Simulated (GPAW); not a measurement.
## zigzag Cr chain, bond 2.497 A: a ladder in the smearing

Aim: see how far moments and order energies of zigzag Cr chain, bond 2.497 A move with the smearing, and what each rung costs.

Program: GPAW 26.7.0. Level of theory: PBE; plane waves with GPAW's PAW setups, scalar-relativistic. Results are calculated unless marked as measured.

## 1. Starting point

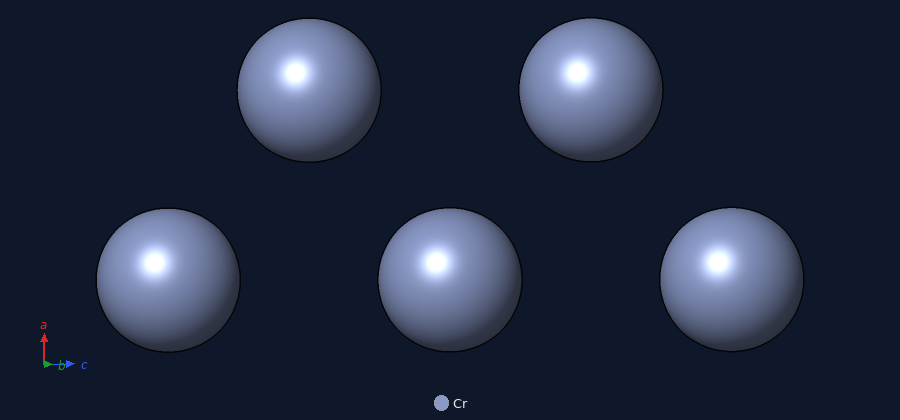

Start, viewed from the side, with the c axis across the page; chromium light blue. 1×1×2 cells are drawn. Some periodic images of atoms are drawn too.

The cell holds 2 atoms: 2 Cr. Its edges and angles: a = 12.000 Å, b = 12.000 Å, c = 2.996 Å, α = 90.0°, β = 90.0°, γ = 90.0°. model lattice. Vacuum lies along a and b. The structure's axis is c.

## 2. Rung 1 (width 0.4 eV), start ferro ++

A wide smearing converges easily but acts like a high temperature on the moments; each rung narrows it.

Input file order1.py:

```python
import json
import numpy as np
from ase import Atoms
from ase.parallel import paropen, parprint
from gpaw import GPAW

atoms = Atoms(['Cr', 'Cr'],
    cell=[[12.0, 0.0, 0.0],
         [0.0, 12.0, 0.0],
         [0.0, 0.0, 2.9964]],
    scaled_positions=[[0.41676667, 0.5, 0.0],
         [0.58323333, 0.5, 0.5]],
    pbc=True,
    magmoms=[2.5, 2.5])
atoms.calc = GPAW(mode={'name': 'pw', 'ecut': 550},
    xc='PBE',
    kpts={'size': (1, 1, 10), 'gamma': True},
    occupations={'name': 'fermi-dirac', 'width': 0.4},
    convergence={'density': 1e-05, 'energy': 1e-05},
    maxiter=200,
    symmetry={'tolerance': 1e-4},
    txt='order1.txt')
e = atoms.get_potential_energy(force_consistent=True)
res = {'free_energy': e, 'energy_sigma0': atoms.get_potential_energy(), 'fermi_energy': atoms.calc.get_fermi_level()}
res['moments'] = atoms.get_magnetic_moments().tolist()
res['total'] = atoms.get_magnetic_moment()
parprint('site moments (muB):', np.round(res['moments'], 3))
parprint(f"total moment: {res['total']:.3f} muB")
parprint(f'free energy: {e:.6f} eV')
atoms.calc.write('order1.gpw')
with paropen('results.json', 'w') as f:
    json.dump(res, f)
```

Command:

```sh
OMP_NUM_THREADS=1 python3 order1.py > order1.log
```

Log:

```text
site moments (muB): [3.069 3.069]
total moment: 7.716 muB
free energy: -13.468756 eV

--- order1.txt ---
Input parameters:
  mode=PW(ecut=550),
  convergence={'density': 1e-05, 'energy': 1e-05},
  kpts=MonkhorstPack(size=(1, 1, 10), gamma=True),
  maxiter=200,
  occupations=Occupations(name='fermi-dirac', width=0.4),
  symmetry=Symmetry(tolerance=0.0001),
  xc=XC(name='PBE')

Diagonalizing LCAO Hamiltonian
Converting LCAO to pw mode
        .----------------------------.
       /|                            |
      / |                            |
     /  |                            |
    /   .----------------------------.
   /   /                            /
  /   /              Cr            /
 *   /                            /
 |  /            Cr              /
 | /                            /
 |/                            /
 *----------------------------*

Atoms  # Å, Bohr magnetons
|   | symbol |        x |        y |        z |    initial magnetic moments |
|---|--------|----------|----------|----------|-----------------------------|
| 0 |     Cr | 5.001200 | 6.000000 | 0.000000 | ( 0.0000,  0.0000,  2.5000) |
| 1 |     Cr | 6.998800 | 6.000000 | 1.498200 | ( 0.0000,  0.0000,  2.5000) |

Unit cell  # Å
| periodic |         x |         y |        z |   lengths |    angles |
|----------|-----------|-----------|----------|-----------|-----------|
|      yes | 12.000000 |  0.000000 | 0.000000 | 12.000000 | 90.000000 |
|      yes |  0.000000 | 12.000000 | 0.000000 | 12.000000 | 90.000000 |
|      yes |  0.000000 |  0.000000 | 2.996400 |  2.996400 | 90.000000 |

Number of symmetries: 4

BZ-sampling:
  Number of BZ points: 10
  Number of IBZ points: 6

  Monkhorst-Pack size: [1, 1, 10]
  Monkhorst-Pack shift: [0.0, 0.0, 0.05]

Plane wave coefficients: 12724
Cutoff: 550.0 eV

Spin-components: 2 (collinear spins)
Bands:           15
Projectors:      12
Spin-degeneracy: 1
Datatype:        complex128

Parallelization:
  kpt:    1
  domain: 1
  band:   1

Density:
  Valence electrons: 12.0
  Components: 2
  Grid points: [70 70 18]
  Charge: 0.0  # |e|

Potential:
  Grid points: [70 70 18]

[... setups left out ...]
Reference energy: -57164.754899  # eV

eigensolver:
  PPCG
  Converge bands: occupied
  niter=2

density mixing:
  MSR1-Mixer
  Pratt-step length: 0.05
  Maximum mixing coefficient: 0.75
  Old densities: 10
  SVD Regularization: 0.005
  Good broyden scale: 1.0
  Trust region scale: 1.0
  Backstep threshold: 4.0
  History deletion threshold: 6.0
  Fourier metric: weight=20.0, sigma=0.015

occupation numbers:
  Fermi-Dirac:
    width: 0.4000  # eV

poisson solver:
  ecut: 4400.0  # eV

xc functional:
  name: PBE with 2 nearest neighbor stencil

convergence criteria:
- Maximum integral of absolute [dens]ity change: 1e-05 electrons / valence electron
- Maximum [total energy] change in last 3 cyles: 1e-05 eV / valence electron
- Maximum integral of absolute [eigenst]ate change: 4e-08 eV^2 / valence electron
maximum number of iterations: 200

SCF iterations
|iter     |      energy | eigst |  dens |  magmom |
|---------|-------------|-------|-------|---------|
|iter:   1|       0s |  -14.777625 | +0.44 |       |  +4.9923|
|iter:   2|       3s |  -13.758074 | -1.09 | -0.33 |  +5.0060|
|iter:   3|       6s |  -11.941693 | +0.18 | -0.39 |  +5.1348|
|iter:   4|       9s |  -11.813574 | -0.41 | -0.72 |  +5.2759|
|iter:   5|      11s |  -13.979441 | -0.77 | -0.86 |  +5.6415|
|iter:   6|      14s |  -11.933689 | -0.73 | -0.33 |  +5.5997|
|iter:   7|      17s |  -12.024101 | -1.58 | -0.94 |  +5.9253|
|iter:   8|      20s |  -12.219516 | -1.47 | -1.09 |  +6.7166|
|iter:   9|      23s |  -12.171952 | -1.91 | -1.12 |  +6.5841|
|iter:  10|      25s |  -12.293513 | -2.05 | -1.33 |  +7.2967|
|iter:  11|      28s |  -12.321719 | -2.66 | -1.38 |  +7.5455|
|iter:  12|      31s |  -12.321561 | -3.34 | -1.79 |  +7.5617|
|iter:  13|      34s |  -12.338948 | -3.54 | -2.14 |  +7.7200|
|iter:  14|      37s |  -12.332833 | -3.91 | -2.48 |  +7.6763|
|iter:  15|      40s |  -12.336870 | -4.61 | -2.77 |  +7.7099|
|iter:  16|      43s |  -12.337274 | -5.12 | -3.12 |  +7.7160|
|iter:  17|      45s |  -12.336982 | -5.61 | -3.60 |  +7.7139|
|iter:  18|      48s |  -12.337208 | -6.04 | -3.76 |  +7.7159|
|iter:  19|      51s |  -12.337243 | -6.52 | -4.19 |  +7.7162|
|iter:  20|      54s |  -12.337220c| -6.96 | -4.58 |  +7.7159|
|iter:  21|      56s |  -12.337227c| -7.24 | -4.95 |  +7.7160|
|iter:  22|      58s |  -12.337222c| -7.58c| -5.24c|  +7.7160|

Converged in 22 steps
Energy contributions relative to reference atoms: (reference = -57164.754899)

Energy contributions:
  Kinetic:          -3.349530
  Coulomb:          -0.610674
  Zero:              0.081083
  External:          0.000000
  Xc:               -7.326567
  Entropy:          -2.263068
  Spinorbit:         0.000000
  ----------------------------
  Free energy:     -13.468756
  Extrapolated:    -12.337222

dipole moment: (0.000132, 0.000130, -7.158410)  # |e|*Ang

Total magnetic moment: (0.000000, 0.000000, 7.715954)

Local magnetic moments
|        x |        y |        z |
|----------|----------|----------|
| 0.000000 | 0.000000 | 3.068854 |  # Cr   0
| 0.000000 | 0.000000 | 3.068855 |  # Cr   1

Fermi level: -2.824
Eigenvalues  # (at kpt = [0.000, 0.000, 0.000])
| band index |      eig [eV] | occ [0-1] |      eig [eV] | occ [0-1] |
|------------|---------------|-----------|---------------|-----------|
|          0 |        -7.002 |     1.000 |        -5.728 |     0.999 |
|          1 |        -5.785 |     0.999 |        -3.926 |     0.940 |
|          2 |        -4.829 |     0.993 |        -2.382 |     0.249 |
|          3 |        -4.533 |     0.986 |        -1.829 |     0.077 |
|          4 |        -4.456 |     0.983 |        -1.810 |     0.073 |
|          5 |        -3.616 |     0.879 |        -1.688 |     0.055 |
|          6 |        -3.612 |     0.878 |        -0.963 |     0.009 |
|          7 |        -3.581 |     0.869 |        -0.866 |     0.007 |
|          8 |        -3.416 |     0.815 |        -0.787 |     0.006 |
|          9 |        -3.403 |     0.810 |        -0.489 |     0.003 |
|         10 |        -3.064 |     0.646 |        -0.443 |     0.003 |
|         11 |        -2.313 |     0.218 |        -0.052 |     0.001 |
|         12 |        -2.216 |     0.179 |         0.166 |     0.001 |
|         13 |        -1.130 |     0.014 |         0.731 |     0.000 |
|         14 |         0.420 |     0.000 |         0.896 |     0.000 |

No gap
No difference between direct/indirect transitions
```

Wall time 64 s (1 MPI rank of Intel Xeon Platinum 8488C (Sapphire Rapids), shared host); peak memory 0.4 GiB.

Spin moment in the augmentation sphere by atom:

```tsv
atom	spin moment in the augmentation sphere (μB)
Cr1	3.07
Cr2	3.07
```

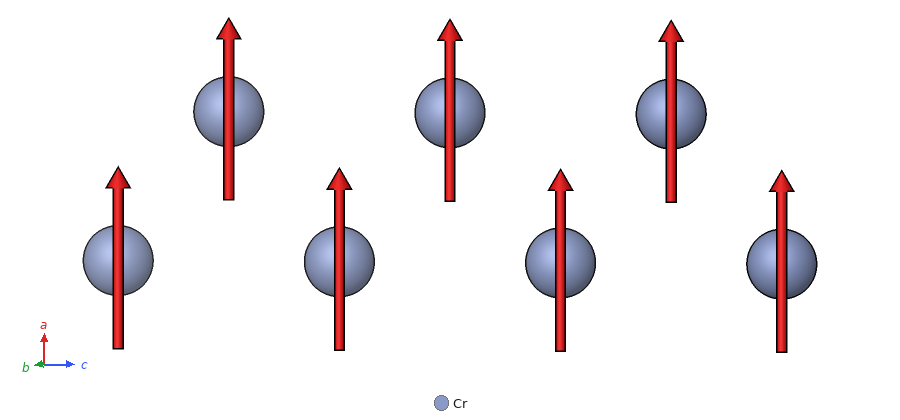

Spin moment in the augmentation sphere as arrows, the longest 3.07 μB. Up and down stand for the sign. Arrows give size and sign along the axis of quantisation, drawn up and down the page. 1×1×3 cells are drawn. Some periodic images of atoms are drawn too.

Read from the output:

- magnetization: 7.716 μB
- final state: ferromagnetic

After 22 cycles the largest moment stands at 3.07 μB.

## 3. Rung 1 (width 0.4 eV), start antiferro +-

The second start gives the energy difference between the two end states, the quantity that is followed up the ladder.

order2.py is the script of step 2 with these lines changed:

```diff
@@ -13,3 +13,3 @@
     pbc=True,
-    magmoms=[2.5, 2.5])
+    magmoms=[2.5, -2.5])
 atoms.calc = GPAW(mode={'name': 'pw', 'ecut': 550},
@@ -21,3 +21,3 @@
     symmetry={'tolerance': 1e-4},
-    txt='order1.txt')
+    txt='order2.txt')
 e = atoms.get_potential_energy(force_consistent=True)
@@ -29,3 +29,3 @@
 parprint(f'free energy: {e:.6f} eV')
-atoms.calc.write('order1.gpw')
+atoms.calc.write('order2.gpw')
 with paropen('results.json', 'w') as f:
```

Command:

```sh
OMP_NUM_THREADS=1 python3 order2.py > order2.log
```

Log:

```text
site moments (muB): [ 3.401 -3.401]
total moment: 0.000 muB
free energy: -14.414707 eV

--- order2.txt ---
Input parameters:
  mode=PW(ecut=550),
  convergence={'density': 1e-05, 'energy': 1e-05},
  kpts=MonkhorstPack(size=(1, 1, 10), gamma=True),
  maxiter=200,
  occupations=Occupations(name='fermi-dirac', width=0.4),
  symmetry=Symmetry(tolerance=0.0001),
  xc=XC(name='PBE')

Diagonalizing LCAO Hamiltonian
Converting LCAO to pw mode
        .----------------------------.
       /|                            |
      / |                            |
     /  |                            |
    /   .----------------------------.
   /   /                            /
  /   /              Cr            /
 *   /                            /
 |  /            Cr              /
 | /                            /
 |/                            /
 *----------------------------*

Atoms  # Å, Bohr magnetons
|   | symbol |        x |        y |        z |    initial magnetic moments |
|---|--------|----------|----------|----------|-----------------------------|
| 0 |     Cr | 5.001200 | 6.000000 | 0.000000 | ( 0.0000,  0.0000,  2.5000) |
| 1 |     Cr | 6.998800 | 6.000000 | 1.498200 | ( 0.0000,  0.0000, -2.5000) |

Number of symmetries: 4

BZ-sampling:
  Number of BZ points: 10
  Number of IBZ points: 6

  Monkhorst-Pack size: [1, 1, 10]
  Monkhorst-Pack shift: [0.0, 0.0, 0.05]

Plane wave coefficients: 12724
Cutoff: 550.0 eV

Spin-components: 2 (collinear spins)
Bands:           12
Projectors:      12
Spin-degeneracy: 1
Datatype:        complex128

Parallelization:
  kpt:    1
  domain: 1
  band:   1

Density:
[...]
|iter:  17|      38s |  -13.738026c| -6.30 | -4.54 |  -0.0000|
|iter:  18|      40s |  -13.738035c| -6.67 | -4.90 |  -0.0000|
|iter:  19|      42s |  -13.738029c| -6.97 | -5.06c|  -0.0000|
|iter:  20|      44s |  -13.738030c| -7.31 | -5.27c|  -0.0000|
|iter:  21|      46s |  -13.738031c| -7.57c| -5.61c|  +0.0000|

Converged in 21 steps
Energy contributions relative to reference atoms: (reference = -57164.754899)

Energy contributions:
  Kinetic:          -4.678153
  Coulomb:           0.285903
  Zero:              0.084297
  External:          0.000000
  Xc:               -8.753404
  Entropy:          -1.353351
  Spinorbit:         0.000000
  ----------------------------
  Free energy:     -14.414707
  Extrapolated:    -13.738031

dipole moment: (0.000133, 0.000130, -7.150418)  # |e|*Ang

Total magnetic moment: (0.000000, 0.000000, 0.000001)

Local magnetic moments
|        x |        y |         z |
|----------|----------|-----------|
| 0.000000 | 0.000000 |  3.400809 |  # Cr   0
| 0.000000 | 0.000000 | -3.400809 |  # Cr   1

Fermi level: -2.743
Eigenvalues  # (at kpt = [0.000, 0.000, 0.000])
| band index |      eig [eV] | occ [0-1] |      eig [eV] | occ [0-1] |
|------------|---------------|-----------|---------------|-----------|
|          0 |        -6.457 |     1.000 |        -6.457 |     1.000 |
|          1 |        -5.013 |     0.997 |        -5.013 |     0.997 |
|          2 |        -4.245 |     0.977 |        -4.245 |     0.977 |
|          3 |        -4.098 |     0.967 |        -4.098 |     0.967 |
|          4 |        -3.756 |     0.927 |        -3.756 |     0.927 |
[...]
|          8 |        -1.261 |     0.024 |        -1.261 |     0.024 |
|          9 |        -0.768 |     0.007 |        -0.768 |     0.007 |
|         10 |        -0.710 |     0.006 |        -0.710 |     0.006 |
|         11 |        -0.536 |     0.004 |        -0.536 |     0.004 |

No gap
No difference between direct/indirect transitions
```

Wall time 51 s (1 MPI rank); peak memory 0.4 GiB.

Spin moment in the augmentation sphere by atom:

```tsv
atom	spin moment in the augmentation sphere (μB)
Cr1	3.40
Cr2	-3.40
```

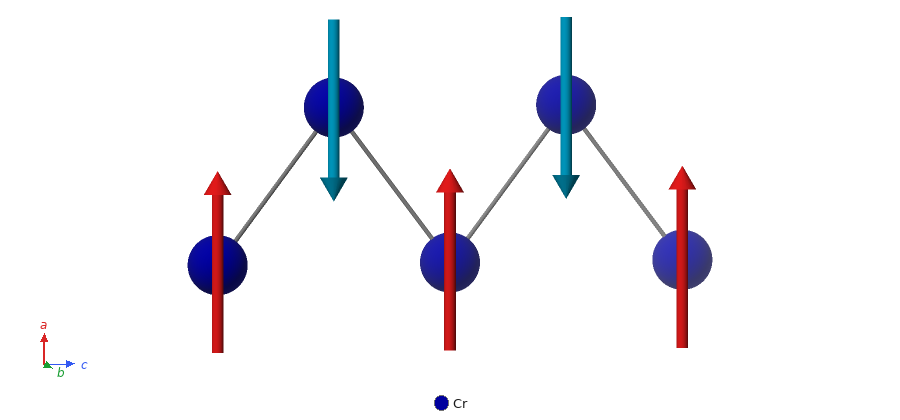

Spin moment in the augmentation sphere as arrows, the longest 3.40 μB. Up and down stand for the sign. Arrows give size and sign along the axis of quantisation, drawn up and down the page. The two directions have two colours. 1×1×2 cells are drawn. Some periodic images of atoms are drawn too.

Read from the output:

* magnetization: 0 μB
* final state: antiferromagnetic

This start lies -473.0 meV a seeded atom from the first; its largest moment is 3.40 μB.

## 4. Rung 2 (width 0.2 eV), start ferro ++

order1.py is the script of step 2 with these lines changed:

```diff
@@ -17,3 +17,3 @@
     kpts={'size': (1, 1, 10), 'gamma': True},
-    occupations={'name': 'fermi-dirac', 'width': 0.4},
+    occupations={'name': 'fermi-dirac', 'width': 0.2},
     convergence={'density': 1e-05, 'energy': 1e-05},
```

Command:

```sh
OMP_NUM_THREADS=1 python3 order1.py > order1.log
```

Log:

```text
site moments (muB): [3.441 3.441]
total moment: 8.791 muB
free energy: -12.671969 eV

--- order1.txt ---
Input parameters:
  mode=PW(ecut=550),
  convergence={'density': 1e-05, 'energy': 1e-05},
  kpts=MonkhorstPack(size=(1, 1, 10), gamma=True),
  maxiter=200,
  occupations=Occupations(name='fermi-dirac', width=0.2),
  symmetry=Symmetry(tolerance=0.0001),
  xc=XC(name='PBE')

Diagonalizing LCAO Hamiltonian
[...]
|          3 |        -4.421 |     1.000 |        -1.537 |     0.003 |
|          4 |        -4.415 |     1.000 |        -1.453 |     0.002 |
[...]
|         11 |        -2.237 |     0.079 |         0.222 |     0.000 |
|         12 |        -2.214 |     0.071 |         0.705 |     0.000 |
|         13 |        -1.127 |     0.000 |         1.040 |     0.000 |
|         14 |         0.443 |     0.000 |         1.197 |     0.000 |

No gap
No difference between direct/indirect transitions


[key lines of the parts left out:]
Free energy:     -12.671969
Converged in 22 steps
dipole moment: (0.000131, 0.000130, -7.137033)  # |e|*Ang
Fermi level: -2.730
```

The job ended after 65 s (1 MPI rank; peak memory 0.4 GiB).

Numbers from this step:

| Property | Result |
| --- | --- |
| magnetization | 8.791 μB |
| final state | ferromagnetic |
| largest moment | 3.441 μB |

The largest moment moves by +0.37 μB from rung 1, at 1.0 times its CPU time.

## 5. Rung 2 (width 0.2 eV), start antiferro +-

order2.py is the script of step 3 with these lines changed:

```diff
@@ -17,3 +17,3 @@
     kpts={'size': (1, 1, 10), 'gamma': True},
-    occupations={'name': 'fermi-dirac', 'width': 0.4},
+    occupations={'name': 'fermi-dirac', 'width': 0.2},
     convergence={'density': 1e-05, 'energy': 1e-05},
```

Command:

```sh
OMP_NUM_THREADS=1 python3 order2.py > order2.log
```

Log:

```text
site moments (muB): [ 3.528 -3.528]
total moment: -0.000 muB
free energy: -13.986153 eV

--- order2.txt ---
Input parameters:
  mode=PW(ecut=550),
  convergence={'density': 1e-05, 'energy': 1e-05},
  kpts=MonkhorstPack(size=(1, 1, 10), gamma=True),
  maxiter=200,
  occupations=Occupations(name='fermi-dirac', width=0.2),
  symmetry=Symmetry(tolerance=0.0001),
  xc=XC(name='PBE')

Diagonalizing LCAO Hamiltonian
[...]
|          3 |        -3.828 |     0.997 |        -3.828 |     0.997 |
|          4 |        -3.497 |     0.985 |        -3.497 |     0.985 |
[...]
|          8 |        -0.998 |     0.000 |        -0.998 |     0.000 |
|          9 |        -0.419 |     0.000 |        -0.419 |     0.000 |
|         10 |        -0.367 |     0.000 |        -0.367 |     0.000 |
|         11 |         0.566 |     0.000 |         0.566 |     0.000 |

No gap
No difference between direct/indirect transitions


[key lines of the parts left out:]
Free energy:     -13.986153
Converged in 20 steps
dipole moment: (0.000129, 0.000130, -7.135106)  # |e|*Ang
Fermi level: -2.659
```

It took 47 s on 1 MPI rank; peak memory 0.4 GiB.

Read from the output:

```yaml
magnetization: 0 μB
final_state: antiferromagnetic
largest_moment: 3.528 μB
```

This start lies -657.1 meV a seeded atom from the first, a change of -184.1 meV since rung 1; its largest moment is 3.53 μB.

## 6. Rung 3 (width 0.1 eV), start ferro ++

order1.py is the script of step 4 with these lines changed:

```diff
@@ -17,3 +17,3 @@
     kpts={'size': (1, 1, 10), 'gamma': True},
-    occupations={'name': 'fermi-dirac', 'width': 0.2},
+    occupations={'name': 'fermi-dirac', 'width': 0.1},
     convergence={'density': 1e-05, 'energy': 1e-05},
```

Command:

```sh
OMP_NUM_THREADS=1 python3 order1.py > order1.log
```

Log:

```text
site moments (muB): [3.536 3.536]
total moment: 9.029 muB
free energy: -12.497561 eV

--- order1.txt ---
Input parameters:
  mode=PW(ecut=550),
  convergence={'density': 1e-05, 'energy': 1e-05},
  kpts=MonkhorstPack(size=(1, 1, 10), gamma=True),
  maxiter=200,
  occupations=Occupations(name='fermi-dirac', width=0.1),
  symmetry=Symmetry(tolerance=0.0001),
  xc=XC(name='PBE')

Diagonalizing LCAO Hamiltonian
[...]
|          3 |        -4.459 |     1.000 |        -1.498 |     0.000 |
|          4 |        -4.360 |     1.000 |        -1.357 |     0.000 |
[...]
|         11 |        -2.252 |     0.007 |         0.259 |     0.000 |
|         12 |        -2.196 |     0.004 |         0.842 |     0.000 |
|         13 |        -1.141 |     0.000 |         1.060 |     0.000 |
|         14 |         0.461 |     0.000 |         1.274 |     0.000 |

No gap
No difference between direct/indirect transitions


[key lines of the parts left out:]
Free energy:     -12.497561
Converged in 21 steps
dipole moment: (0.000129, 0.000130, -7.128707)  # |e|*Ang
Fermi level: -2.755
```

It took 61 s on 1 MPI rank; peak memory 0.4 GiB.

Read from the output:

```
magnetization  : 9.029 μB
final state    : ferromagnetic
largest moment : 3.536 μB
```

The largest moment moves by +0.09 μB from rung 2, at 0.94 times its CPU time.

## 7. Rung 3 (width 0.1 eV), start antiferro +-

order2.py is the script of step 5 with these lines changed:

```diff
@@ -17,3 +17,3 @@
     kpts={'size': (1, 1, 10), 'gamma': True},
-    occupations={'name': 'fermi-dirac', 'width': 0.2},
+    occupations={'name': 'fermi-dirac', 'width': 0.1},
     convergence={'density': 1e-05, 'energy': 1e-05},
```

Command:

```sh
OMP_NUM_THREADS=1 python3 order2.py > order2.log
```

Log:

```text
site moments (muB): [ 3.548 -3.548]
total moment: -0.000 muB
free energy: -13.906756 eV

--- order2.txt ---
Input parameters:
  mode=PW(ecut=550),
  convergence={'density': 1e-05, 'energy': 1e-05},
  kpts=MonkhorstPack(size=(1, 1, 10), gamma=True),
  maxiter=200,
  occupations=Occupations(name='fermi-dirac', width=0.1),
  symmetry=Symmetry(tolerance=0.0001),
  xc=XC(name='PBE')

Diagonalizing LCAO Hamiltonian
[...]
|          3 |        -3.721 |     1.000 |        -3.721 |     1.000 |
|          4 |        -3.396 |     0.999 |        -3.396 |     0.999 |
[...]
|          8 |        -0.924 |     0.000 |        -0.924 |     0.000 |
|          9 |        -0.325 |     0.000 |        -0.325 |     0.000 |
|         10 |        -0.292 |     0.000 |        -0.292 |     0.000 |
|         11 |         0.672 |     0.000 |         0.672 |     0.000 |

No gap
No difference between direct/indirect transitions


[key lines of the parts left out:]
Free energy:     -13.906756
Converged in 19 steps
dipole moment: (0.000131, 0.000130, -7.130463)  # |e|*Ang
Fermi level: -2.656
```

It took 47 s on 1 MPI rank; peak memory 0.4 GiB.

This step gave:

* magnetization: 0 μB
* final state: antiferromagnetic
* largest moment: 3.548 μB

This start lies -704.6 meV a seeded atom from the first, a change of -47.5 meV since rung 2; its largest moment is 3.55 μB.

(Part 1 of 2 ends here.)

[Logs and program files are shortened in this print: banners, set-up blocks, solver, clock and traceback lines can be left out without a mark of their own.]

[Logs are printed without paths, hosts, clocks, repeated set-up lines and the standing remarks that a program may print on its own settings, such as how far it seeks lower states.]

[Hosts, paths, dates, database ids (printed as entryN), source tags and the programs' standing remarks are cut or masked in the printed files.]

[Where a cell is said to come from a database of computed structures, the database is the Materials Project.]
